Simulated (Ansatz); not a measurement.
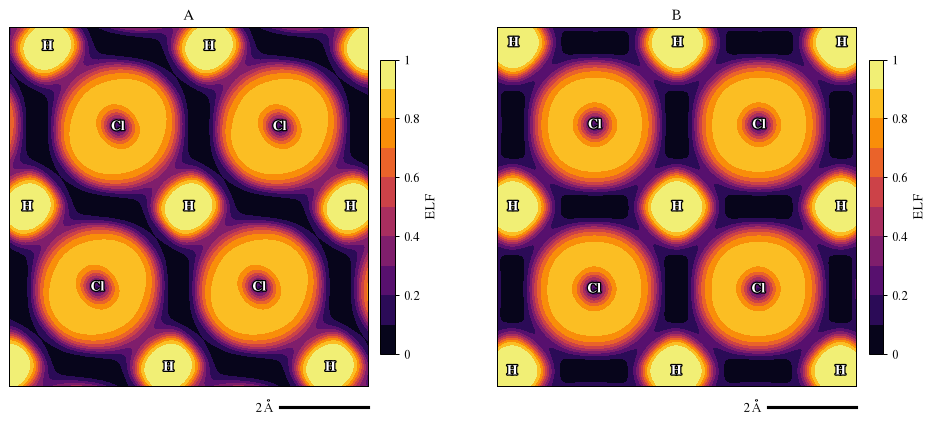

HCl. The ELF of two cells that differ in size and shape, on the (101) plane of each (indices in the axes of the calculation cell), at one length scale and on one colour scale: B has 19.1 Å³ an atom and A 17.0.

Space group Fmmm.

Level of theory: Ansatz, DFT r2SCAN, scalar-relativistic, plane waves, PAW.

The larger cell:

```xyz
2
Lattice="0.0000 2.7820 2.6266 2.6156 0.0000 2.6266 2.6156 2.7820 0.0000" Properties=species:S:1:pos:R:3 pbc="T T T"
H     0.0000    0.0000    0.0000
Cl    2.6156    2.7820    2.6266
```

The smaller cell: a = 3.756 Å, b = 3.653 Å, c = 3.525 Å, α = 63.08°, β = 60.12°, γ = 56.80°.

### What changes from the larger cell to the smaller?

From the larger cell to the smaller, Cl–H goes from 2.63 to 2.41 Å, and the density at its midpoint from 0.18 to 0.27 e/Å³, the ELF there from 0.60 to 0.65; the pressure goes from −10 to −10 GPa.
